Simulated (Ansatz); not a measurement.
```xyz
8
Lattice="4.1718 0.0000 0.0000 0.0000 4.1718 0.0000 0.0000 0.0000 4.1718" Properties=species:S:1:pos:R:3 pbc="T T T"
Ni    0.0000    0.0000    0.0000
Ni    2.0859    2.0859    0.0000
Ni    2.0859    0.0000    2.0859
Ni    0.0000    2.0859    2.0859
O     2.0859    0.0000    0.0000
O     0.0000    2.0859    0.0000
O     0.0000    0.0000    2.0859
O     2.0859    2.0859    2.0859
```

Space group Fm-3m; computed pressure about 6 GPa in this cell; spin-polarised.

Theory: Kohn-Sham DFT of a periodic cell, PBE, Ansatz PAW (Ansatz 0.2.0).

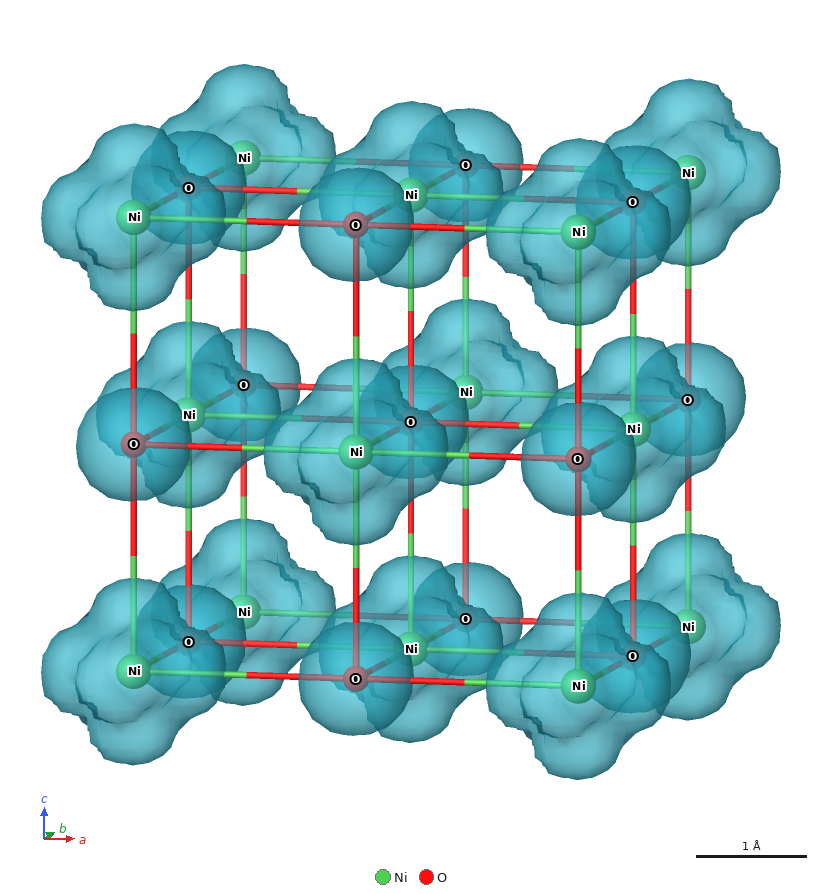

NiO. Isosurfaces of the spin density at +0.15 (yellow) and −0.15 e/Å³ (cyan), seen slightly off an axis. Sticks mark near contacts.

> Describe the spin distribution.

The spin density sits on Ni: −1.4 μB (×4) in one cell of 8 atoms, with smaller moments on other sites: O (up to −0.27 μB): parallel moments (a ferromagnetic arrangement) in this solution. The cell of the calculation (2 atoms) carries 1.7 μB of net spin moment. Only one sign reaches the isovalue.
